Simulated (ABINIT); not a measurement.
# TiB2: band-structure run (part 2 of 4)

Continued. System: TiB2 (P6/mmm, 3 atoms in the cell). Method: Kohn-Sham DFT of a periodic cell, WC, JTH PAW PBE v2.0, no spin polarisation (ABINIT 10.8.3); cutoff 408.17 eV, 10×10×8 k-mesh, fermi-dirac of 0.05 eV. The structure derives from an entry of the Crystallography Open Database.

Geometry of the input (Å; fractional positions):
```
3.0292  0.0000  0.0000
-1.5146  2.6234  0.0000
0.0000  0.0000  3.2284
Ti 0.0000  0.0000  0.0000
B  0.6667  0.3333  0.5000
B  0.3333  0.6667  0.5000
```

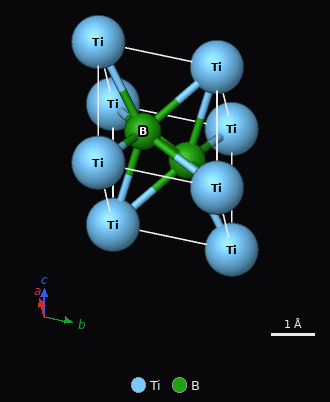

Fig. 1: The structure as given in the input (ball-and-stick view of the cell of the calculation, seen at an oblique angle).

## Output, continued
```
 Real(R)+Recip(G) space primitive vectors, cartesian coordinates (Bohr,Bohr^-1):
 R(1)=  5.7243584  0.0000000  0.0000000  G(1)=  0.1746921  0.1008585  0.0000000
 R(2)= -2.8621792  4.9574398  0.0000000  G(2)=  0.0000000  0.2017170  0.0000000
 R(3)=  0.0000000  0.0000000  6.1007918  G(3)=  0.0000000  0.0000000  0.1639131
 Unit cell volume ucvol=  1.7312926E+02 bohr^3
 Angles (23,13,12)=  9.00000000E+01  9.00000000E+01  1.20000000E+02 degrees

 Coarse grid specifications (used for wave-functions):

 getcut: wavevector=  0.0000  0.0000  0.0000  ngfft=  20  20  24
         ecut(hartree)=     15.000   => boxcut(ratio)=   2.00398

 Fine grid specifications (used for densities):

 getcut: wavevector=  0.0000  0.0000  0.0000  ngfft=  30  30  32
         ecut(hartree)=     30.000   => boxcut(ratio)=   2.12711
--------------------------------------------------------------------------------

================================================================================
 Non-SCF case, kpt    1 (  0.00000  0.00000  0.00000), residuals and eigenvalues=
  5.30E-13  3.36E-13  4.29E-13  6.49E-13  5.75E-13  6.73E-13  6.56E-13  5.74E-13
  2.30E-13  3.38E-13  8.46E-14  4.51E-13  7.45E-13  9.56E-13  3.26E-13  5.69E-11
  4.31E-08
 -1.7210E+00 -8.5596E-01 -8.4452E-01 -8.4452E-01 -1.3176E-01  2.6791E-01
  2.6791E-01  2.7909E-01  2.8496E-01  4.3291E-01  4.3291E-01  4.9796E-01
  4.9796E-01  5.7649E-01  5.7649E-01  6.1964E-01  6.9812E-01
 Non-SCF case, kpt    2 (  0.05556  0.00000  0.00000), residuals and eigenvalues=
  6.70E-13  2.77E-13  5.59E-13  6.66E-13  2.33E-13  9.52E-13  1.98E-13  2.40E-13
  1.43E-13  1.54E-13  8.15E-13  8.03E-14  8.44E-13  3.10E-13  8.25E-13  1.77E-12
  3.80E-09
 -1.7209E+00 -8.5588E-01 -8.4498E-01 -8.4462E-01 -1.2956E-01  2.6154E-01
  2.6756E-01  2.7722E-01  2.8610E-01  4.3226E-01  4.3682E-01  4.8828E-01
  4.8968E-01  5.8596E-01  5.9085E-01  6.2645E-01  6.9901E-01
 Non-SCF case, kpt    3 (  0.11111  0.00000  0.00000), residuals and eigenvalues=
  5.61E-13  2.54E-13  6.90E-13  4.52E-13  1.19E-13  9.41E-13  5.42E-13  7.07E-13
  6.94E-13  9.53E-13  2.05E-13  1.22E-13  5.85E-13  3.77E-13  6.43E-13  8.84E-13
  2.26E-08
 -1.7207E+00 -8.5566E-01 -8.4633E-01 -8.4493E-01 -1.2302E-01  2.4375E-01
  2.6639E-01  2.7233E-01  2.8931E-01  4.3038E-01  4.4750E-01  4.6927E-01
  4.7499E-01  6.0259E-01  6.2374E-01  6.4736E-01  6.9087E-01
 Non-SCF case, kpt    4 (  0.16667  0.00000  0.00000), residuals and eigenvalues=
  4.90E-13  8.90E-14  2.58E-13  9.32E-13  9.51E-13  9.94E-14  1.03E-13  1.46E-13
  1.11E-13  2.55E-13  2.42E-13  7.80E-13  3.89E-13  6.85E-13  7.78E-13  3.77E-11
  6.18E-13
 -1.7204E+00 -8.5532E-01 -8.4838E-01 -8.4539E-01 -1.1230E-01  2.1787E-01
  2.6412E-01  2.6599E-01  2.9321E-01  4.2754E-01  4.5185E-01  4.6233E-01
  4.6308E-01  6.1583E-01  6.6566E-01  6.6639E-01  6.7959E-01
 Non-SCF case, kpt    5 (  0.22222  0.00000  0.00000), residuals and eigenvalues=
  6.84E-13  1.28E-13  3.11E-13  5.18E-13  6.67E-14  1.21E-13  7.81E-13  1.16E-13
  3.13E-13  5.18E-13  6.51E-13  3.20E-13  8.08E-14  6.17E-13  7.18E-13  3.02E-07
  3.39E-05
 -1.7201E+00 -8.5490E-01 -8.5087E-01 -8.4596E-01 -9.7658E-02  1.8724E-01
  2.5962E-01  2.6066E-01  2.9554E-01  4.2414E-01  4.4160E-01  4.5638E-01
  4.7778E-01  6.2496E-01  6.4371E-01  7.0261E-01  7.1381E-01
 Non-SCF case, kpt    6 (  0.27778  0.00000  0.00000), residuals and eigenvalues=
  7.54E-13  3.91E-13  1.64E-13  2.83E-13  3.95E-13  2.11E-13  1.31E-13  8.67E-14
  3.64E-13  6.19E-13  1.30E-13  9.32E-13  7.05E-13  4.04E-13  8.29E-13  1.18E-08
  7.33E-06
 -1.7198E+00 -8.5445E-01 -8.5349E-01 -8.4657E-01 -7.9414E-02  1.5424E-01
  2.5412E-01  2.5631E-01  2.9443E-01  4.2060E-01  4.4128E-01  4.5469E-01
  4.8959E-01  6.2849E-01  6.3098E-01  7.0020E-01  7.5852E-01
 Non-SCF case, kpt    7 (  0.33333  0.00000  0.00000), residuals and eigenvalues=
  2.62E-13  9.87E-13  8.84E-13  9.51E-13  9.77E-14  1.52E-13  9.31E-13  4.74E-13
  1.24E-13  9.06E-13  1.10E-13  3.88E-13  8.02E-13  3.87E-13  3.24E-13  8.60E-13
  1.59E-05
 -1.7194E+00 -8.5593E-01 -8.5402E-01 -8.4714E-01 -5.7900E-02  1.2045E-01
  2.4990E-01  2.5177E-01  2.9021E-01  4.1735E-01  4.5005E-01  4.5657E-01
  4.9432E-01  6.2415E-01  6.3473E-01  6.9232E-01  7.9430E-01
 Non-SCF case, kpt    8 (  0.38889  0.00000  0.00000), residuals and eigenvalues=
  3.43E-13  1.93E-13  2.99E-13  6.91E-13  1.20E-13  7.47E-13  1.33E-13  1.66E-13
  2.26E-13  2.70E-13  6.59E-13  9.64E-13  2.16E-13  2.75E-13  7.43E-13  2.97E-12
  1.41E-05
 -1.7191E+00 -8.5790E-01 -8.5368E-01 -8.4760E-01 -3.3474E-02  8.6884E-02
  2.4704E-01  2.4785E-01  2.8504E-01  4.1475E-01  4.6002E-01  4.6380E-01
  4.9280E-01  6.2866E-01  6.3680E-01  6.8088E-01  8.2246E-01
 Non-SCF case, kpt    9 (  0.44444  0.00000  0.00000), residuals and eigenvalues=
  2.66E-13  4.93E-13  1.72E-13  5.09E-13  9.63E-13  5.16E-13  1.55E-13  1.83E-13
  3.03E-13  9.14E-13  8.43E-14  1.06E-13  1.72E-13  8.07E-13  2.29E-13  3.98E-12
  1.72E-06
 -1.7190E+00 -8.5917E-01 -8.5345E-01 -8.4790E-01 -6.5024E-03  5.4318E-02
  2.4520E-01  2.4543E-01  2.8109E-01  4.1308E-01  4.6306E-01  4.7655E-01
  4.8946E-01  6.3542E-01  6.3755E-01  6.7013E-01  8.3962E-01
 Non-SCF case, kpt   10 (  0.50000  0.00000  0.00000), residuals and eigenvalues=
  4.24E-13  1.84E-13  2.50E-13  3.43E-13  5.08E-13  5.95E-13  2.68E-13  3.16E-13
  5.17E-13  7.04E-13  1.29E-13  7.87E-13  1.30E-13  2.08E-13  4.22E-13  5.64E-13
  5.07E-07
 -1.7189E+00 -8.5961E-01 -8.5338E-01 -8.4800E-01  1.9822E-02  2.6113E-02
  2.4428E-01  2.4491E-01  2.7963E-01  4.1250E-01  4.6426E-01  4.8187E-01
  4.8794E-01  6.3760E-01  6.3844E-01  6.6565E-01  8.4516E-01
 Non-SCF case, kpt   11 (  0.46667  0.06667  0.00000), residuals and eigenvalues=
  7.77E-13  6.03E-13  7.32E-13  7.43E-13  9.89E-13  4.66E-13  2.26E-13  2.43E-13
  4.26E-13  3.80E-13  8.36E-14  5.22E-13  2.51E-13  6.74E-13  6.19E-13  2.77E-11
  4.03E-06
 -1.7189E+00 -8.5940E-01 -8.5335E-01 -8.4843E-01  2.2283E-02  2.7421E-02
  2.2158E-01  2.4700E-01  3.0048E-01  3.9733E-01  4.6009E-01  4.7961E-01
  5.0514E-01  6.3747E-01  6.4428E-01  6.7376E-01  8.4004E-01
 Non-SCF case, kpt   12 (  0.43333  0.13333  0.00000), residuals and eigenvalues=
  2.42E-13  5.34E-13  3.82E-13  2.18E-13  2.08E-13  3.78E-13  1.77E-13  1.36E-13
  7.46E-13  5.10E-13  4.20E-13  6.79E-13  1.35E-13  5.85E-13  9.83E-13  1.84E-11
  5.43E-07
 -1.7188E+00 -8.5878E-01 -8.5327E-01 -8.4961E-01  2.9529E-02  3.1364E-02
  1.8613E-01  2.5322E-01  3.3108E-01  3.6940E-01  4.4958E-01  4.7288E-01
  5.3860E-01  6.3466E-01  6.6212E-01  6.9675E-01  8.2639E-01
 Non-SCF case, kpt   13 (  0.40000  0.20000  0.00000), residuals and eigenvalues=
  4.29E-13  2.23E-13  5.38E-13  2.52E-13  1.19E-13  2.62E-13  1.91E-13  7.83E-13
  1.57E-13  8.23E-13  8.96E-13  3.83E-13  2.59E-13  3.09E-13  4.47E-13  1.01E-11
  7.76E-09
 -1.7187E+00 -8.5780E-01 -8.5318E-01 -8.5133E-01  3.7980E-02  4.1029E-02
  1.4930E-01  2.6346E-01  3.4129E-01  3.6167E-01  4.3652E-01  4.6197E-01
  5.7376E-01  6.3025E-01  6.8671E-01  7.2937E-01  8.1001E-01
 Non-SCF case, kpt   14 (  0.36667  0.26667  0.00000), residuals and eigenvalues=
  4.03E-13  4.02E-13  7.38E-13  3.08E-13  2.08E-13  5.33E-13  9.52E-14  7.12E-13
  5.42E-13  1.78E-13  4.00E-13  4.63E-13  4.56E-13  5.42E-13  7.70E-13  3.89E-12
  4.39E-08
 -1.7187E+00 -8.5652E-01 -8.5326E-01 -8.5309E-01  4.7336E-02  5.5138E-02
  1.1421E-01  2.7749E-01  3.1612E-01  3.9122E-01  4.2393E-01  4.4782E-01
  6.0314E-01  6.2469E-01  7.1354E-01  7.5031E-01  8.1147E-01
 Non-SCF case, kpt   15 (  0.33333  0.33333  0.00000), residuals and eigenvalues=
  4.29E-13  5.40E-13  2.74E-13  9.52E-13  6.54E-13  1.43E-13  1.71E-13  8.67E-13
  1.28E-13  2.07E-13  3.33E-13  4.68E-14  6.19E-13  3.88E-13  9.70E-13  8.19E-13
  2.25E-05
 -1.7186E+00 -8.5502E-01 -8.5502E-01 -8.5305E-01  5.9515E-02  5.9515E-02
  9.3729E-02  2.9494E-01  2.9494E-01  4.1363E-01  4.1363E-01  4.3654E-01
  6.1861E-01  6.1861E-01  7.3750E-01  7.3750E-01  8.3851E-01
 Non-SCF case, kpt   16 (  0.30000  0.30000  0.00000), residuals and eigenvalues=
  4.97E-13  3.64E-13  5.06E-13  5.41E-13  8.21E-13  2.32E-13  2.24E-13  1.04E-13
  7.24E-13  1.08E-13  1.93E-13  5.95E-13  4.01E-13  3.41E-13  5.12E-13  3.23E-11
  1.92E-07
 -1.7187E+00 -8.5630E-01 -8.5341E-01 -8.5310E-01  3.3946E-02  7.4584E-02
  1.0817E-01  2.7821E-01  3.1525E-01  4.0402E-01  4.0667E-01  4.5193E-01
  6.1290E-01  6.1501E-01  7.1586E-01  7.5163E-01  8.0983E-01
 Non-SCF case, kpt   17 (  0.26667  0.26667  0.00000), residuals and eigenvalues=
  6.24E-13  6.15E-13  4.97E-13  4.71E-13  7.61E-13  1.24E-13  3.34E-13  7.63E-13
  4.10E-13  6.54E-13  1.69E-13  5.43E-13  8.38E-13  3.82E-13  3.28E-13  2.44E-09
  2.49E-08
 -1.7188E+00 -8.5683E-01 -8.5326E-01 -8.5176E-01  3.2879E-03  9.2594E-02
  1.3253E-01  2.6610E-01  3.3754E-01  3.8408E-01  4.0363E-01  4.6981E-01
  5.9643E-01  6.0872E-01  6.9618E-01  7.5090E-01  7.7588E-01
 Non-SCF case, kpt   18 (  0.23333  0.23333  0.00000), residuals and eigenvalues=
  6.87E-13  2.08E-13  2.08E-13  4.72E-13  1.47E-13  7.04E-13  1.18E-13  2.72E-13
  1.81E-13  7.43E-13  2.32E-13  1.17E-13  4.20E-13  3.60E-13  8.23E-13  5.84E-11
  9.02E-12
 -1.7190E+00 -8.5648E-01 -8.5353E-01 -8.5018E-01 -2.5764E-02  1.1352E-01
  1.5967E-01  2.5854E-01  3.6050E-01  3.6343E-01  4.0478E-01  4.7790E-01
  5.7056E-01  6.0760E-01  6.8255E-01  7.3815E-01  7.4799E-01
 Non-SCF case, kpt   19 (  0.20000  0.20000  0.00000), residuals and eigenvalues=
  8.67E-13  1.56E-13  1.25E-13  5.44E-13  7.07E-13  2.61E-13  7.80E-13  3.65E-13
  3.38E-13  2.28E-13  2.65E-13  9.44E-13  5.13E-13  5.12E-13  5.38E-13  4.73E-11
  4.12E-12
 -1.7193E+00 -8.5526E-01 -8.5390E-01 -8.4872E-01 -5.2128E-02  1.3719E-01
  1.8766E-01  2.5529E-01  3.4372E-01  3.8235E-01  4.1015E-01  4.7534E-01
  5.4255E-01  6.1137E-01  6.7430E-01  7.1876E-01  7.2712E-01
 Non-SCF case, kpt   20 (  0.16667  0.16667  0.00000), residuals and eigenvalues=
  8.35E-13  1.07E-13  1.96E-13  5.78E-13  8.71E-14  1.71E-13  2.29E-13  3.04E-13
  9.70E-13  3.30E-13  5.13E-13  2.46E-13  8.31E-13  6.72E-13  6.27E-13  9.39E-11
  1.75E-09
 -1.7197E+00 -8.5435E-01 -8.5334E-01 -8.4745E-01 -7.5334E-02  1.6320E-01
  2.1459E-01  2.5589E-01  3.2592E-01  4.0106E-01  4.1964E-01  4.6722E-01
  5.1503E-01  6.2180E-01  6.6508E-01  6.9597E-01  7.1440E-01
 Non-SCF case, kpt   21 (  0.13333  0.13333  0.00000), residuals and eigenvalues=
  5.59E-13  1.44E-13  9.17E-14  3.59E-13  9.47E-13  6.29E-13  4.17E-13  8.59E-13
  1.83E-13  6.57E-13  7.23E-13  7.32E-14  2.62E-13  6.94E-13  5.41E-13  4.71E-13
  1.11E-07
 -1.7201E+00 -8.5482E-01 -8.5098E-01 -8.4639E-01 -9.4993E-02  1.9073E-01
  2.3791E-01  2.5962E-01  3.1074E-01  4.1514E-01  4.3293E-01  4.6086E-01
  4.8951E-01  6.3962E-01  6.5023E-01  6.7155E-01  7.0841E-01
 Non-SCF case, kpt   22 (  0.10000  0.10000  0.00000), residuals and eigenvalues=
  1.43E-13  6.89E-13  9.90E-13  9.55E-13  4.54E-13  2.19E-13  9.94E-14  8.79E-14
  1.54E-13  7.66E-13  2.69E-13  2.28E-13  8.73E-13  3.53E-13  6.38E-13  4.42E-12
  9.13E-09
 -1.7204E+00 -8.5527E-01 -8.4855E-01 -8.4557E-01 -1.1076E-01  2.1824E-01
  2.5485E-01  2.6544E-01  2.9879E-01  4.2435E-01  4.4956E-01  4.6214E-01
  4.6712E-01  6.3069E-01  6.4652E-01  6.6339E-01  6.9491E-01
 Non-SCF case, kpt   23 (  0.06667  0.06667  0.00000), residuals and eigenvalues=
  2.56E-13  9.56E-13  8.45E-13  2.95E-13  2.45E-13  5.53E-13  3.52E-13  3.03E-13
  9.71E-14  3.85E-13  1.90E-13  5.24E-13  8.74E-14  8.28E-13  6.11E-13  9.84E-11
  9.02E-07
 -1.7207E+00 -8.5564E-01 -8.4645E-01 -8.4498E-01 -1.2232E-01  2.4307E-01
  2.6414E-01  2.7189E-01  2.9059E-01  4.2961E-01  4.4913E-01  4.6867E-01
  4.7289E-01  6.0844E-01  6.2009E-01  6.5167E-01  6.8903E-01
 Non-SCF case, kpt   24 (  0.03333  0.03333  0.00000), residuals and eigenvalues=
  3.83E-13  8.70E-13  1.36E-13  1.23E-13  4.72E-13  7.65E-13  9.44E-13  6.51E-13
  4.77E-13  7.42E-13  7.56E-13  6.83E-13  5.36E-13  3.23E-13  2.94E-13  1.11E-11
  3.85E-07
 -1.7209E+00 -8.5588E-01 -8.4502E-01 -8.4463E-01 -1.2939E-01  2.6115E-01
  2.6739E-01  2.7707E-01  2.8623E-01  4.3217E-01  4.3716E-01  4.8784E-01
  4.8890E-01  5.8702E-01  5.9142E-01  6.2704E-01  6.9908E-01
 Non-SCF case, kpt   25 (  0.00000  0.00000  0.00000), residuals and eigenvalues=
  5.30E-13  3.36E-13  4.29E-13  6.49E-13  5.75E-13  6.73E-13  6.56E-13  5.74E-13
  2.30E-13  3.38E-13  8.46E-14  4.51E-13  7.45E-13  9.56E-13  3.26E-13  5.69E-11
  4.31E-08
 -1.7210E+00 -8.5596E-01 -8.4452E-01 -8.4452E-01 -1.3176E-01  2.6791E-01
  2.6791E-01  2.7909E-01  2.8496E-01  4.3291E-01  4.3291E-01  4.9796E-01
  4.9796E-01  5.7649E-01  5.7649E-01  6.1964E-01  6.9812E-01
 Non-SCF case, kpt   26 (  0.00000  0.00000  0.07143), residuals and eigenvalues=
  7.27E-13  2.13E-13  7.35E-13  1.17E-13  1.48E-13  7.76E-13  2.39E-13  1.57E-13
  4.30E-13  4.92E-13  7.92E-13  5.23E-13  2.47E-13  1.00E-12  3.04E-13  2.19E-13
  2.91E-05
 -1.7209E+00 -8.5634E-01 -8.4449E-01 -8.4449E-01 -1.2923E-01  2.4852E-01
  2.6989E-01  2.6989E-01  3.1287E-01  4.2641E-01  4.2641E-01  4.9359E-01
  4.9359E-01  5.8629E-01  5.8629E-01  6.1886E-01  7.0654E-01
 Non-SCF case, kpt   27 (  0.00000  0.00000  0.14286), residuals and eigenvalues=
  2.55E-13  9.13E-13  3.55E-13  4.19E-13  6.76E-13  2.24E-13  1.67E-13  4.85E-13
  6.07E-13  2.91E-13  2.98E-13  9.37E-14  6.23E-14  2.55E-13  7.30E-13  1.42E-12
  1.02E-03
 -1.7209E+00 -8.5739E-01 -8.4440E-01 -8.4440E-01 -1.2184E-01  2.1347E-01
  2.7579E-01  2.7579E-01  3.4062E-01  4.1127E-01  4.1127E-01  4.8115E-01
  4.8115E-01  6.1106E-01  6.1106E-01  6.1670E-01  7.2100E-01
 Non-SCF case, kpt   28 (  0.00000  0.00000  0.21429), residuals and eigenvalues=
  4.29E-13  4.24E-13  1.62E-13  2.60E-13  8.87E-14  3.59E-13  8.19E-13  1.32E-13
  7.15E-13  6.91E-13  2.63E-13  4.81E-13  8.05E-13  2.96E-13  7.31E-13  2.36E-11
  1.23E-06
 -1.7207E+00 -8.5889E-01 -8.4428E-01 -8.4428E-01 -1.1018E-01  1.7808E-01
  2.8550E-01  2.8550E-01  3.6571E-01  3.9406E-01  3.9406E-01  4.6243E-01
  4.6243E-01  6.1371E-01  6.4340E-01  6.4340E-01  7.2072E-01
 Non-SCF case, kpt   29 (  0.00000  0.00000  0.28571), residuals and eigenvalues=
  4.53E-13  4.75E-13  7.27E-13  7.49E-13  2.85E-13  6.77E-14  8.11E-14  1.70E-13
  4.69E-13  9.29E-13  1.49E-13  3.77E-13  2.58E-13  3.15E-13  6.30E-13  1.51E-12
  1.02E-09
 -1.7206E+00 -8.6055E-01 -8.4415E-01 -8.4415E-01 -9.5350E-02  1.4424E-01
```
